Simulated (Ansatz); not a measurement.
**What a change does: single-point calculation on W**

System: W (Im-3m, 1 atom in the cell).
Method of the first run: DFT PBEsol, scalar-relativistic, plane waves, PAW, no spin polarisation (Ansatz 0.2.0).

The structure derives from an entry of the Crystallography Open Database. Text and figures count atoms from 1; the logs count them from 0 in places.

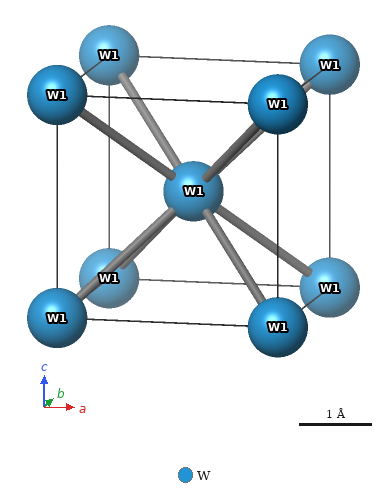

**Figure 1.** The structure (ball-and-stick view of the cell 2 times as large as that of the calculation, set on its symmetry axes, seen slightly off an axis; atoms are numbered from 1 in the order of the input). An atom can appear more than once, as a periodic image. Near neighbours in the periodic cell (some may lie outside the picture): W has 8 W at 2.73 Å.

**The input, the first run**
```yaml
crystal:
  lattice:
    - [4.4609390818, 0.0, 0.0]
    - [-2.2304695409, 3.8632865695, 0.0]
    - [2.2304695409, 1.2877621898, 0.910585377]
  atoms:
    - { symbol: W, position: [0.0, 0.0, 0.0] }
basis:
  ecutwfc: 420
kpoints:
  mp_grid: { grid: [9, 9, 37] }
hamiltonian:
  xc: pbesol
scf:
  occupations: { method: gaussian, width: 0.1 }
output:
  forces: true
  stress: true
  eigenvalues: true
```

Launched with:
```bash
ansatz run input.yaml --threads 2 --pin off --max-ram 5120MiB --backend cpu --events-out ev --progress --plain --runs-dir out
```

Hardware: 2 threads of AMD EPYC (Zen 3), 32 GiB of memory available, shared host.

**Output, shortened to warnings, some set-up lines, iterations and results (the first run)**
```
Warning: crystal.symmetry: narrowed to the stabiliser of the k-point mesh — unitary ops 48 → 4; excluded 44 operations that carry a point of the 9×9×37 mesh (shift [0, 0, 0]) off the mesh (the run samples exactly the mesh kpoints.mp_grid names, as under crystal.symmetry.detect: false, and its converged state has the mesh's symmetry, not the crystal's; ε∞, the Born charges and the force constants …
Basis set: ecut = 420 eV, 321 PW (Γ), FFT grids on a1+a2−a3, −a1+a3, a3, exchange–correlation on 48×40×40 points (8 copies of the dense FFT grid, shifted against one another)
Symmetry: 4 space group operations
k-points: 835 of 2997
Initial density: superposition of atomic densities (neutral atoms: chi_scale 0, normalization atom), corrected by the library's trained network
[...]
SCF iter   1: F=—  HF=-10256.566704 eV  |F-HF|=—  |Δ(HF+E_count)|=         —  Δρ=1.90e-3  dr2=1.13e-4  ethr=1.77e-3  ⟨swp⟩=5.0  Hψ=48148  notcnv=0
SCF iter   2: F=—  HF=-10256.566480 eV  |F-HF|=—  |Δ(HF+E_count)|=   2.24e-4  Δρ=1.01e-3  dr2=3.27e-5  ethr=8.10e-7  ⟨swp⟩=2.1  Hψ=20983  notcnv=0
SCF iter   3: F=—  HF=-10256.566512 eV  |F-HF|=—  |Δ(HF+E_count)|=   3.20e-5  Δρ=2.69e-4  dr2=3.83e-6  ethr=2.34e-7  ⟨swp⟩=2.0  Hψ=13334  notcnv=0
SCF iter   4: F=—  HF=-10256.566513 eV  |F-HF|=—  |Δ(HF+E_count)|=   1.27e-6  Δρ=6.29e-5  dr2=4.55e-7  ethr=2.73e-8  ⟨swp⟩=2.5  Hψ=11453  notcnv=0
SCF iter   5: F=-10256.566513 eV  HF=-10256.566513 eV  |F-HF|=7.75e-10  |Δ(HF+E_count)|=   2.26e-7  Δρ=4.52e-6  dr2=1.34e-9  ethr=3.25e-9  ⟨swp⟩=2.1  Hψ=13776  notcnv=0
SCF iter   6: F=-10256.566513 eV  HF=-10256.566513 eV  |F-HF|=4.55e-11  |Δ(HF+E_count)|=  2.67e-10  Δρ=6.32e-7  dr2=4.96e-11  ethr=9.57e-12  ⟨swp⟩=1.5  Hψ=27683  notcnv=0
SCF 1 converged in 6 iterations: F = -10256.566513 eV  dr2 = 4.96e-11
SCF converged after 6 iterations
Free energy (F): -10256.566513 eV
Harris-Foulkes:  -10256.566513 eV  (|F-HF|=4.55e-11)
Internal energy: -10256.564316 eV  (E = F + TS)
E sigma→0 (E₀):  -10256.565414 eV
Entropy (-TS):   -0.002198 eV (-2.198 meV/atom)
Fermi energy:    22.734934 eV
--- Per-component energies (eV) ---
  E_band       = -80.104922
  E_kinetic    = 450.733938
  E_local      = -594.065323  (includes V_loc(G=0)·N_el)
  E_nonlocal   = 2.992284
  E_hartree    = 213.144819
  E_xc         = -265.436855
  E_vxc        = -238.911880  (∫ρ·V_xc dr)
  E_paw        = -8436.072083  (= ΣΔE_a)
  E_vpaw       = -127.143322  (= ΣTr[D̂ρ^β])
  E_aug_tail   = -0.000058  (compensation charges beyond the density's cutoff)
  E_ewald      = -1628.082831
  E_core_change = 0.221792  (= ΣΔE_core)
  E_smearing   = -0.002198  (= −TS)
  E_closure    = 0.000000  (closes the sum)
  Σ components = -10256.566513   (vs F -10256.566513, Δ=0.00e0)
--- Forces (eV/Å), atoms counted from 1 ---
  atom   1  W      0.00000000     0.00000000     0.00000000
  max |Σ_I F_I| component: 0.00e0 eV/Å
--- Stress (GPa, compression-positive) ---
       -0.040797      -0.032553      -0.108949
       -0.032553      -0.003208      -0.062902
       -0.108949      -0.062902       0.338620
  P = ⅓ Tr σ = 0.0982 GPa (0.982 kbar)
```

The second run used a changed input.

**The two runs side by side**

| quantity | the first run | the second run |
| --- | --- | --- |
| outcome | converged | converged |
| free energy per atom (eV) | −10256.5665 | −10256.5672 |
| energy per atom, smearing taken to zero (eV) | −10256.5654 | −10256.5659 |
| gap on the mesh (eV) | 0.00 | 0.00 |
| pressure (GPa) | 0.10 | −0.08 |
| largest force (eV/Å) | 0.000 | 0.000 |
| SCF iterations | 6 | 6 |
| irreducible k-points | 835 | 1499 |
| plane waves at Γ | 321 | 321 |
| wall time (shared host) | 3.2 s | 5.6 s |

What was changed in the input?

The change (lines with − go, lines with + come):
```diff
-  mp_grid: { grid: [9, 9, 37] }
+  mp_grid: { grid: [9, 9, 37], shift: [0.5, 0.5, 0.5] }
```

The free energy of the second run is 0.7 meV per atom lower, which measures how much it depends on this numerical setting. The pressure goes from 0.10 to −0.08 GPa. The number of SCF iterations is the same. The irreducible k-points go from 835 to 1499. On the same kind of shared host the second run took about 1.7 times as long.

**Output, shortened to warnings, some set-up lines, iterations and results (the second run)**
```
Warning: crystal.symmetry: narrowed to the stabiliser of the k-point mesh — unitary ops 48 → 2; excluded 46 operations that carry a point of the 9×9×37 mesh (shift [0.5, 0.5, 0.5]) off the mesh (the run samples exactly the mesh kpoints.mp_grid names, as under crystal.symmetry.detect: false, and its converged state has the mesh's symmetry, not the crystal's; ε∞, the Born charges and the force …
Basis set: ecut = 420 eV, 321 PW (Γ), FFT grids on a1+a2−a3, −a1+a3, a3, exchange–correlation on 48×40×40 points (8 copies of the dense FFT grid, shifted against one another)
Symmetry: 2 space group operations
k-points: 1499 of 2997
Initial density: superposition of atomic densities (neutral atoms: chi_scale 0, normalization atom), corrected by the library's trained network
[...]
SCF iter   1: F=—  HF=-10256.567366 eV  |F-HF|=—  |Δ(HF+E_count)|=         —  Δρ=1.93e-3  dr2=1.16e-4  ethr=1.77e-3  ⟨swp⟩=5.0  Hψ=86483  notcnv=0
SCF iter   2: F=—  HF=-10256.567158 eV  |F-HF|=—  |Δ(HF+E_count)|=   2.07e-4  Δρ=1.02e-3  dr2=3.71e-5  ethr=8.32e-7  ⟨swp⟩=2.1  Hψ=37411  notcnv=0
SCF iter   3: F=—  HF=-10256.567198 eV  |F-HF|=—  |Δ(HF+E_count)|=   3.93e-5  Δρ=2.77e-4  dr2=9.18e-6  ethr=2.65e-7  ⟨swp⟩=2.0  Hψ=24737  notcnv=0
SCF iter   4: F=—  HF=-10256.567194 eV  |F-HF|=—  |Δ(HF+E_count)|=   3.27e-6  Δρ=8.54e-5  dr2=9.17e-7  ethr=6.56e-8  ⟨swp⟩=2.8  Hψ=25304  notcnv=0
SCF iter   5: F=-10256.567194 eV  HF=-10256.567194 eV  |F-HF|=7.71e-9  |Δ(HF+E_count)|=   4.49e-7  Δρ=1.05e-5  dr2=9.82e-9  ethr=6.55e-9  ⟨swp⟩=2.1  Hψ=24684  notcnv=0
SCF iter   6: F=-10256.567194 eV  HF=-10256.567194 eV  |F-HF|=1.14e-9  |Δ(HF+E_count)|=   3.27e-9  Δρ=3.35e-6  dr2=1.36e-9  ethr=7.01e-11  ⟨swp⟩=2.1  Hψ=54023  notcnv=0
SCF 1 converged in 6 iterations: F = -10256.567194 eV  dr2 = 1.36e-9
SCF converged after 6 iterations
Free energy (F): -10256.567194 eV
Harris-Foulkes:  -10256.567194 eV  (|F-HF|=1.14e-9)
Internal energy: -10256.564567 eV  (E = F + TS)
E sigma→0 (E₀):  -10256.565881 eV
Entropy (-TS):   -0.002627 eV (-2.627 meV/atom)
Fermi energy:    22.726724 eV
--- Per-component energies (eV) ---
  E_band       = -80.069930
  E_kinetic    = 450.730080
  E_local      = -594.125349  (includes V_loc(G=0)·N_el)
  E_nonlocal   = 3.022253
  E_hartree    = 213.178629
  E_xc         = -265.432221
  E_vxc        = -238.907298  (∫ρ·V_xc dr)
  E_paw        = -8436.076864  (= ΣΔE_a)
  E_vpaw       = -127.147842  (= ΣTr[D̂ρ^β])
  E_aug_tail   = -0.000058  (compensation charges beyond the density's cutoff)
  E_ewald      = -1628.082831
  E_core_change = 0.221792  (= ΣΔE_core)
  E_smearing   = -0.002627  (= −TS)
  E_closure    = 0.000000  (closes the sum)
  Σ components = -10256.567194   (vs F -10256.567194, Δ=0.00e0)
--- Forces (eV/Å), atoms counted from 1 ---
  atom   1  W      0.00000000     0.00000000     0.00000000
  max |Σ_I F_I| component: 0.00e0 eV/Å
--- Stress (GPa, compression-positive) ---
       -0.028318      -0.463591      -0.113724
       -0.463591      -0.188987      -0.056167
       -0.113724      -0.056167      -0.027938
  P = ⅓ Tr σ = -0.0817 GPa (-0.817 kbar)
```

For both runs: Warnings: the k-point mesh lowers the symmetry that the run can use. Spin–orbit coupling is left out, which matters for W. For the first run: The k-point mesh is coarse for a cell of this size, so the results may not be converged. For the second run: These settings are looser than, or depart from, a standard set-up, so the numbers are not reference values for this system.
